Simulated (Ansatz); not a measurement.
System: a (001) slab cut from WC (P-6m2), ended by W above and C below, 6 atoms in the cell. Starting structure of the relaxation:

```cif
data_structure
_symmetry_space_group_name_H-M 'P 1'
_symmetry_Int_Tables_number 1
_cell_length_a 2.8984
_cell_length_b 2.8984
_cell_length_c 24.0690
_cell_angle_alpha 90.000
_cell_angle_beta 90.000
_cell_angle_gamma 120.000
_cell_volume 175.11
loop_
_atom_site_label
_atom_site_type_symbol
_atom_site_fract_x
_atom_site_fract_y
_atom_site_fract_z
_atom_site_occupancy
C1 C 0.66667 0.33333 0.35315 1
W1 W 0.00000 0.00000 0.41189 1
C2 C 0.66667 0.33333 0.47063 1
W2 W 0.00000 0.00000 0.52937 1
C3 C 0.66667 0.33333 0.58811 1
W3 W 0.00000 0.00000 0.64685 1
```

Ansatz; DFT PBEsol, scalar-relativistic, plane waves, PAW, no spin polarisation, 12×12×1 k mesh, 420 eV cutoff.

What does the potential across the slab give for the work function?

The work function is 5.08 eV at the right face and 6.32 eV at the left. The vacuum level is 1.24 eV higher at the left than at the right, so the slab carries a dipole along its normal; the ramp in the vacuum, at or near the edge of the plot, is the dipole correction that keeps each side flat. Some atoms were held fixed in the relaxation, which can itself make the faces differ. The outermost atoms are 7.0 Å apart, which leaves 17.0 Å of vacuum in a cell 24.1 Å high.

Spin-orbit coupling is left out, which matters for W.

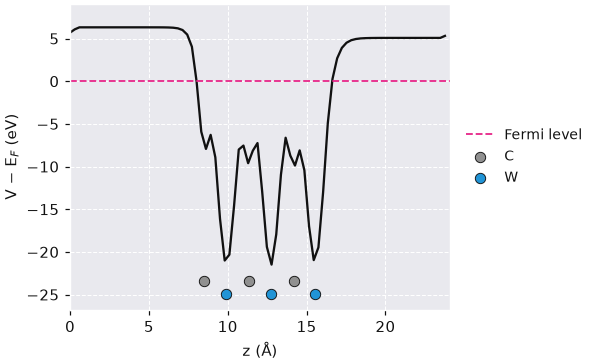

Plane-averaged electrostatic potential energy of an electron across the slab; circles at the bottom mark the heights of the atoms (positions after relaxation).
